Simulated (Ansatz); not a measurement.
Start from this file.

```
CELL_PARAMETERS angstrom
5.07458 0.00000 0.00000
0.00000 5.73101 0.00000
0.00000 0.00000 9.69678
ATOMIC_POSITIONS crystal
Ge 0.50000 0.21445 0.00000
Ge 0.50000 0.78555 0.00000
Ge 0.50000 0.00000 0.27443
Ge 0.00000 0.00000 0.22557
Ge 0.50000 0.71445 0.50000
Ge 0.50000 0.28555 0.50000
Ge 0.50000 0.50000 0.77443
Ge 0.00000 0.50000 0.72557
Ge 0.00000 0.21445 0.50000
Ge 0.00000 0.78555 0.50000
Ge 0.00000 0.00000 0.77443
Ge 0.50000 0.00000 0.72557
Ge 0.00000 0.71445 0.00000
Ge 0.00000 0.28555 0.00000
Ge 0.00000 0.50000 0.27443
Ge 0.50000 0.50000 0.22557
```

> Interpret the file: composition, symmetry and coordination.

The element is germanium. The space group is Fmmm (No. 69); the lattice is face-centred orthorhombic. The cell holds 16 atoms. Ge takes two kinds of site: 8h with five Ge in a distorted trigonal bipyramidal arrangement at 2.46 to 2.73 Å; 8i with four Ge at 2.58 to 2.73 Å. The bonds build a three-dimensional framework.

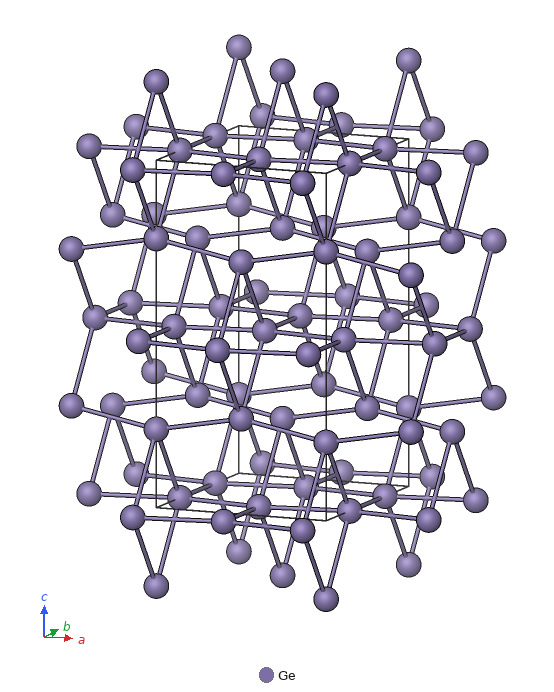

An orthographic ball-and-stick view of the structure, slightly off an axis. The conventional unit cell is outlined; an atom on or near a face, edge or corner is repeated at each equivalent position. Atoms just outside the outline that bond to atoms inside are added. Colours: germanium purple.

The model was built from a structure listed in the Materials Project, with elements exchanged, so it need not be a known form of the compound. The cell was then strained or its atoms displaced on purpose. It was run through Ansatz as a DFT input.

At this level of theory the cell isn't at rest (compressed, at 4 GPa and forces up to 0.7 eV/Å), so its distances can differ from those at equilibrium, the more so the softer the solid.
